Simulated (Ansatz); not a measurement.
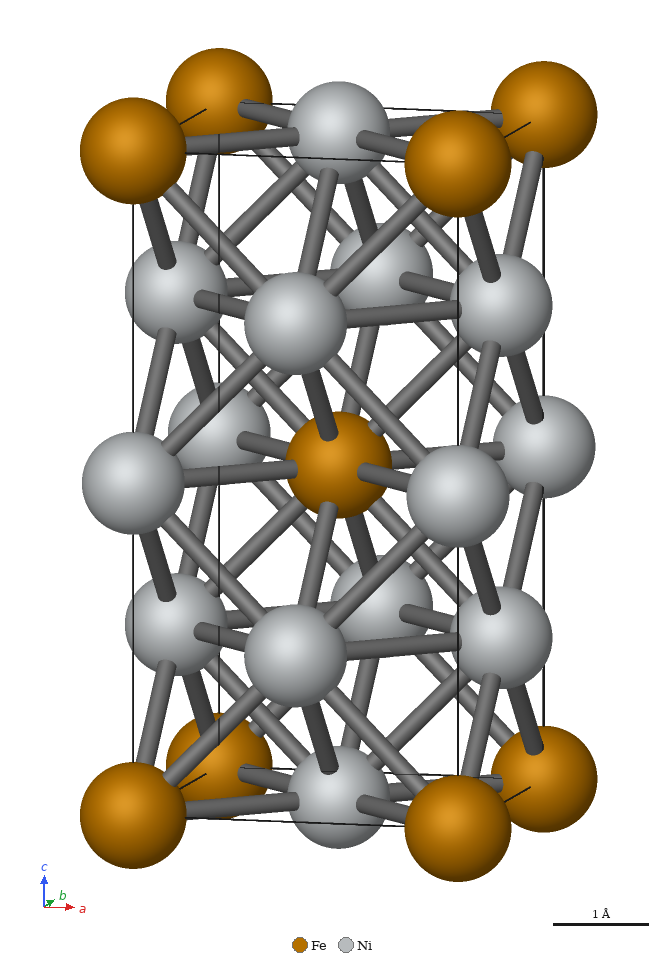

The image is a ball-and-stick drawing of a crystal, viewed slightly off an axis. One conventional unit cell is framed, with atoms on its boundary repeated. Cell: a = 3.54 Å, b = 3.54 Å, c = 7.09 Å, α = 90.00°, β = 90.00°, γ = 90.00°.

The model was built from a structure listed in the Materials Project. Earlier steps of the study may have refined or changed the cell and positions. An electronic-structure calculation with Ansatz was run on it.

Question: State composition, symmetry and coordination.

Answer: Its composition is FeNi3. It takes space group I4/mmm (No. 139) on a body-centred tetragonal lattice. Atoms per cell: 8 (2 Fe, 6 Ni). Each Fe atom is coordinated by twelve Ni in a cuboctahedral arrangement at about 2.5 Å. Each Ni has eight Ni and four Fe in a cuboctahedral arrangement (about 2.5 Å to Ni, 2.5 Å to Fe). The bonds build a three-dimensional framework.

Theory: DFT PBE, scalar-relativistic, plane waves, PAW (Ansatz). Numerical settings: plane waves up to 420 eV, k-points about 0.14 Å⁻¹ apart, Gaussian smearing of 0.1 eV, collinear spins.

Question: Which atoms carry magnetic moments in this run, and how do they order?

Answer: The state reached is ferromagnetic. Sizes: Fe 2.8 μB and Ni 0.6 to 0.7 μB; net moment 4.6 μB in the run's cell of 4 atoms.

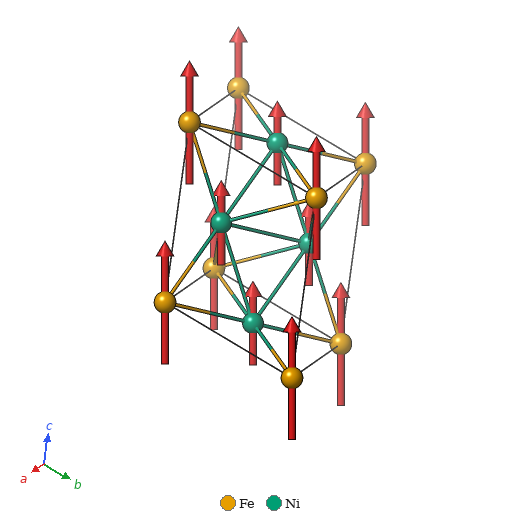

Site moments above 0.25 μB as arrows, small induced ones on non-metal atoms left out (red along the largest or up, blue against, purple across). The run's cell of 4 atoms is drawn in a reduced setting, so axes and origin can differ from the first picture.

Question: Classify it as metallic or gapped, with the value.

Answer: A metal: bands cross the Fermi level.

Question: What are the atomic charges by Bader's partition?

Answer: Fe +0.40 e; Ni -0.13 e.

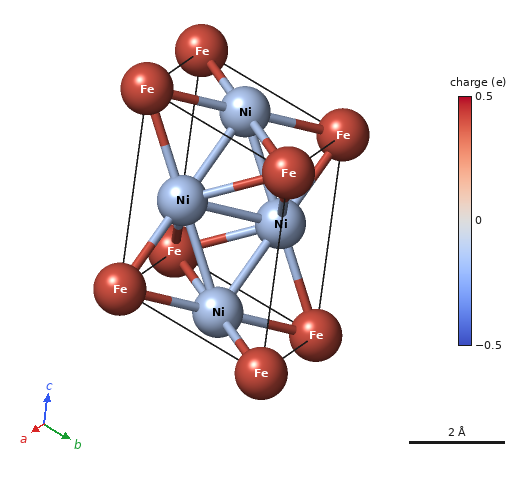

The atoms coloured by those charges. The run's cell of 4 atoms is drawn in a reduced setting, so axes and origin can differ from the first picture.

Question: Do the forces and the stress vanish for this geometry?

Answer: Yes. All forces vanish to within 0.01 eV/Å. The pressure is 0.0 GPa, close to zero.
